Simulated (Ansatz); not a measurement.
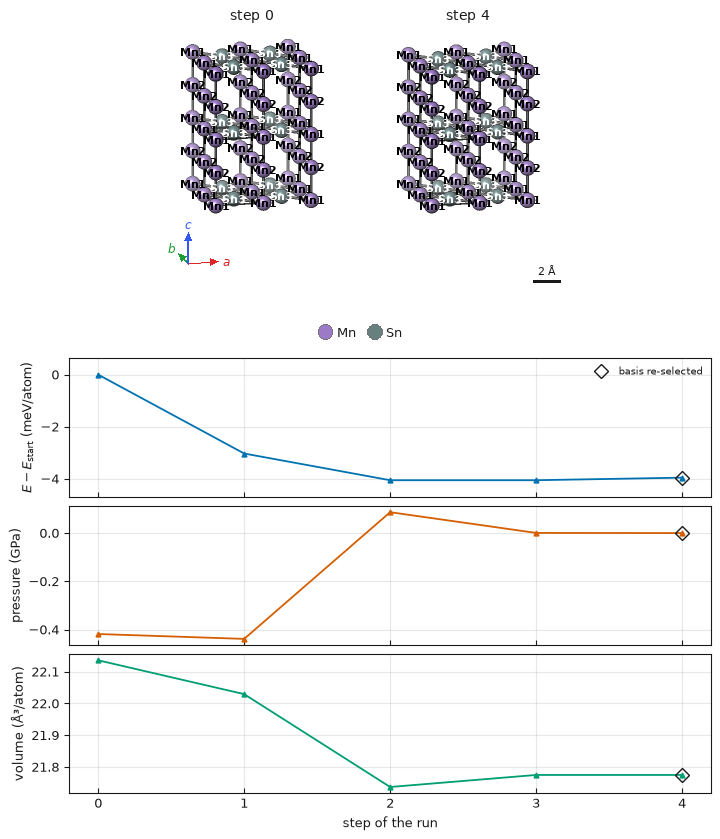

First and last geometry of a relaxation of crystalline Mn$_{2}$Sn (a generated structure, set up in P4/mmm), with the history of the run. Style: ball-and-stick. Shown: the cell of the calculation, repeated 2 × 2 × 2 with one cell outlined, slightly off an axis.

The calculation used DFT PBE, scalar-relativistic, plane waves, PAW in Ansatz 0.2.0.

The input:
```yaml
crystal:
  lattice:
    - [3.6382610414, 0.0, 0.0]
    - [0.0, 3.6382610414, 0.0]
    - [0.0, 0.0, 5.0168607218]
  atoms:
    - { symbol: Mn, position: [0.0, 0.0, 0.0], spin: 3.59 }
    - { symbol: Mn, position: [0.0, 0.0, 0.5], spin: 3.59 }
    - { symbol: Sn, position: [0.5, 0.5, 0.0] }
basis:
  ecutwfc: 420
kpoints:
  mp_grid: { grid: [12, 12, 10] }
hamiltonian:
  xc: pbe
scf:
  occupations: { method: gaussian, width: 0.1 }
output:
  forces: true
  stress: true
  eigenvalues: true
  populations: true
magnetization:
  spin_polarized: true
relax:
  adjacent_minimum: "off"
  f_tol: 0.01
  max_steps: 80
  cell: { stress_tol: 0.05 }
```

Launched with:
```bash
ansatz run input.yaml --threads 4 --pin off --max-ram 8192MiB --backend cpu --events-out ev --progress --plain --runs-dir out
```

Did the run converge, and what did it change?

Answer. It converged. The energy falls by 4.0 meV per atom in 3 accepted moves (4 points after the start). All forces vanish by symmetry, so only the cell relaxes. The pressure goes from −0.42 to 0.00 GPa. The SCF was repeated once at an unchanged geometry on a basis and grid sized afresh for the cell, which shifted the energy by 0.1 meV per atom at most. No atom moves by more than 0.005 Å relative to the cell. The drawn cell changes as follows: a = b 3.638 → 3.649 Å (+0.3 %), c 5.017 → 4.905 Å (−2.2 %); the volume changes by −1.6 %. Near-neighbour distances that change, for instance: Mn1–Mn2 2.508 → 2.453 Å, Mn1–Sn3 2.573 → 2.580 Å. The space group stays P4/mmm (No. 123). The program noted that the starting moments weren't kept. The run took 2.1 min on 4 threads of Intel(R) Xeon(R) Platinum 8175M CPU @ 2.50GHz (Skylake/Cascade Lake) (shared host), peak memory 1.1 GiB.

| step | E − E(0), meV/atom | pressure, GPa | volume, Å³/atom | note |
| --- | --- | --- | --- | --- |
| 0 | 0.00 | -0.42 | 22.136 |  |
| 1 | -3.03 | -0.44 | 22.029 |  |
| 2 | -4.05 | 0.09 | 21.737 |  |
| 3 | -4.05 | 0.00 | 21.775 |  |
| 4 | -3.96 | 0.00 | 21.775 | same geometry, new basis |
